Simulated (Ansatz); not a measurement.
Geometry relaxation, with input and output: C₃₅H₈ (part 4 of 4)

Continued. System: C₃₅H₈ (slab, 43 atoms in the cell). Method: DFT PBE+D3(BJ), scalar-relativistic, plane waves, PAW, no spin polarisation (Ansatz 0.2.0); cutoff 420 eV, 2×2×1 k-mesh, Gaussian smearing of 0.05 eV. The structure derives from an entry of the Crystallography Open Database. The input holds or restrains some coordinates. Forces given for the steps count only the free coordinates. It belongs to a series of runs on one base structure; here: 1 propane a cell, flat, over a hollow C-C site.

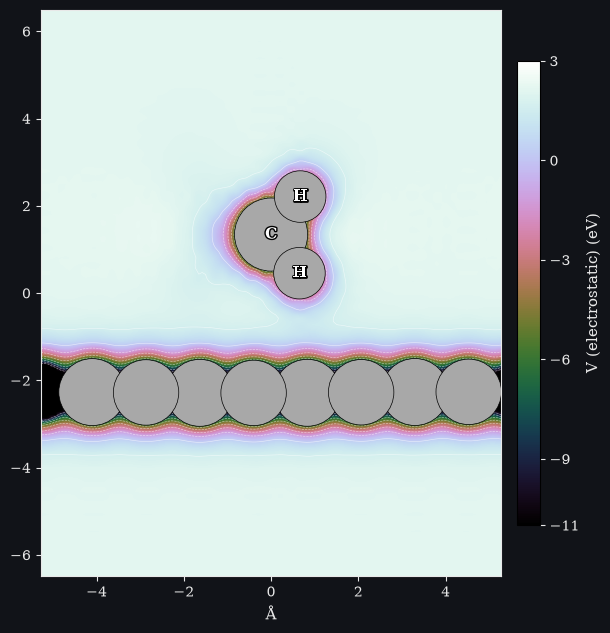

Figure 1. Electrostatic potential (local pseudopotential plus Hartree) felt by an electron on the (010) plane of the calculation cell, a cut from vacuum to vacuum. Grey discs, where drawn, cover atomic cores. The section cuts through C and H sites. The fields are those of the smooth PAW valence density.

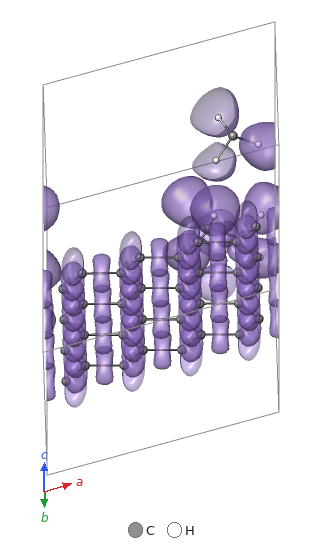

Figure 2. Isosurface of the ELF at 0.75 (purple), seen at an oblique angle. Only the valence region is drawn (cores and ρ < 0.01 e/Å³ removed). Sticks mark near contacts. The ELF exceeds this value in 50 regions between bonded C–C atoms (shared pairs) and eight regions around hydrogen nuclei, counted in one cell of 43 atoms. C–C (1.42 Å): the ELF peaks at about 0.95 between the atoms, which marks a shared electron pair.

## Results in brief

| quantity | value |
| --- | --- |
| outcome | converged under the restraints of the input |
| electrons treated | 148 |
| free energy | −8915.5174 eV |
| work function, top face | 4.31 eV |
| work function, bottom face | 4.28 eV |
| Fermi energy | −2.146 eV |
| gap on the k-point mesh | 1.96 eV |
| final volume | 1668.28 Å³ |
| work function (upper face) | 4.31 eV |
| largest force (length of the vector) at the end, held atoms and coordinates included | 0.039 eV/Å |
| hardware | 4 threads of Intel Xeon (Granite Rapids), 32 GiB of memory available, shared host |
| wall time | 43 s (CPU time 2.8 min) |
| peak memory | 3.9 GiB |

The electronic state found may not be the lowest one. Notes on the run: the exchange-correlation potential is rough where the density is thin.
